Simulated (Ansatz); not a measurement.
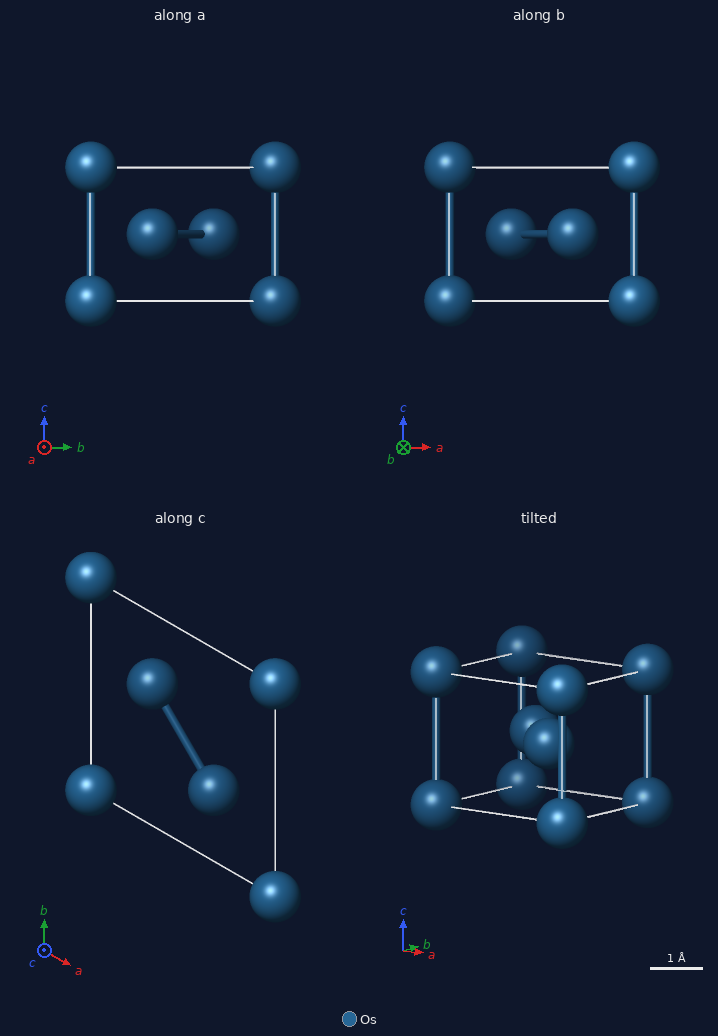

This ball-and-stick model is shown along the a axis, along the b axis, along the c axis and slightly off an axis. The wireframe shows the conventional unit cell.

Lattice parameters: a = 4.1679 Å, b = 4.1679 Å, c = 2.6193 Å, α = 90.000°, β = 90.000°, γ = 120.000°.

**Put the structure into a CIF in P1 with every atom of the cell.**

```cif
data_structure
_symmetry_space_group_name_H-M 'P 1'
_symmetry_Int_Tables_number 1
_cell_length_a 4.1679
_cell_length_b 4.1679
_cell_length_c 2.6193
_cell_angle_alpha 90.000
_cell_angle_beta 90.000
_cell_angle_gamma 120.000
_cell_volume 39.40
loop_
_atom_site_label
_atom_site_type_symbol
_atom_site_fract_x
_atom_site_fract_y
_atom_site_fract_z
_atom_site_occupancy
Os1 Os 0.0000 0.0000 0.0000 1
Os2 Os 0.3333 0.6667 0.5000 1
Os3 Os 0.6667 0.3333 0.5000 1
```

The model was built from a structure type filled with this element by a generator (whether the element takes this form wasn't checked). Earlier steps of the study may have refined or changed the cell and positions. Ansatz was used for an electronic-structure calculation on it.

At this level of theory the cell isn't at rest (compressed, at 41 GPa), so its distances can differ from those at equilibrium, the more so the softer the solid.
